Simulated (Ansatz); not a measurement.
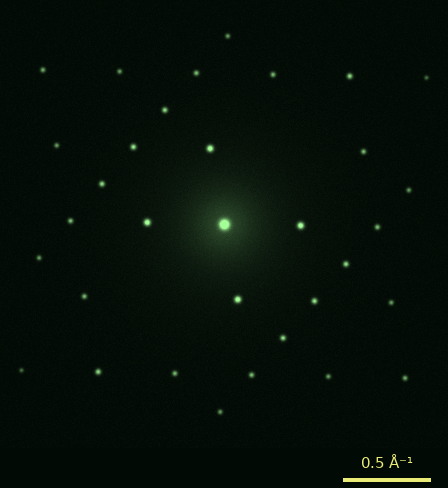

Kinematic zone-axis pattern, calculated for 200 keV electrons with B = 0.8 Å².

Question: Read the repeat vectors of the pattern off the scale bar.

Answer: The spots form a rectangular net whose two shortest vectors correspond to d = 3.58 Å and 2.92 Å, 90.0° apart.

Question: What is the point symmetry of the pattern, intensities included?

Answer: 2mm. A zero-layer kinematic pattern is always centrosymmetric (Friedel's law).

Question: Which crystal and zone produced it?

Answer: This cannot be fixed from one zone alone; the pattern is [211] of Mo, space group Pm-3n (No. 223), a = 5.07 Å. The net vectors are 0 1 -1 (itself too weak to see) and -1 1 1 (itself extinct). Structure: the end point of a relaxation with DFT, RPBE, plane waves (420 eV) with PAW, scalar-relativistic (Ansatz 0.2.0); the starting structure was generated, so it need not be a known form of this composition.
